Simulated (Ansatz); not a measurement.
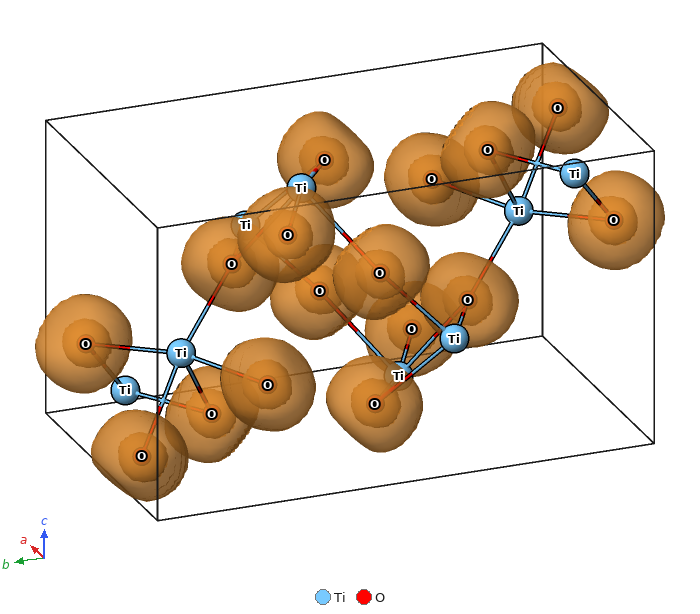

Figure. TiO2. Isosurface of the ELF at 0.75 (orange), seen at an oblique angle. Only the valence region is drawn (cores and ρ < 0.01 e/Å³ removed). Sticks mark near contacts.

Space group Pbca; computed without spin polarisation.

All numbers below come from DFT, r2SCAN, plane-wave PAW, default files, scalar-relativistic in Ansatz.

In a PAW calculation such maps are meaningful between the atoms, not at the nuclei.

```
CELL_PARAMETERS angstrom
5.14500 0.00000 0.00000
0.00000 9.18500 0.00000
0.00000 0.00000 5.44700
ATOMIC_POSITIONS crystal
Ti 0.13862 0.12898 0.90556
Ti 0.63862 0.37102 0.09444
Ti 0.86138 0.62898 0.59444
Ti 0.36138 0.87102 0.40556
Ti 0.86138 0.87102 0.09444
Ti 0.36138 0.62898 0.90556
Ti 0.13862 0.37102 0.40556
Ti 0.63862 0.12898 0.59444
O 0.46462 0.22989 0.89124
O 0.96462 0.27011 0.10876
O 0.53538 0.72989 0.60876
O 0.03538 0.77011 0.39124
O 0.53538 0.77011 0.10876
O 0.03538 0.72989 0.89124
O 0.46462 0.27011 0.39124
O 0.96462 0.22989 0.60876
O 0.81606 0.00977 0.85063
O 0.31606 0.49023 0.14937
O 0.18394 0.50977 0.64937
O 0.68394 0.99023 0.35063
O 0.18394 0.99023 0.14937
O 0.68394 0.50977 0.85063
O 0.81606 0.49023 0.35063
O 0.31606 0.00977 0.64937
```

Identify the bonds, lone pairs and shells in this picture.

The ELF exceeds this value in 16 regions wrapped around O (the valence shell of each), counted in one cell of 24 atoms. Any copies at cell faces, edges or corners count once. Profiles from the grid: Ti–O (1.86 Å): the ELF peaks at about 0.80 in the valence shell of O, 0.6 Å from its nucleus, and is about 0.25 at the midpoint (no shared electron pair shows on this line). Ti–O (1.92 Å): the ELF peaks at about 0.85 in the valence shell of O, 0.6 Å from its nucleus, and is about 0.20 at the midpoint: no shared electron pair shows on this line.

Does the calculation give a band gap?

It is gapped, with a Kohn–Sham gap of 2.7 eV on the k-point mesh, an upper bound to the gap of this method.
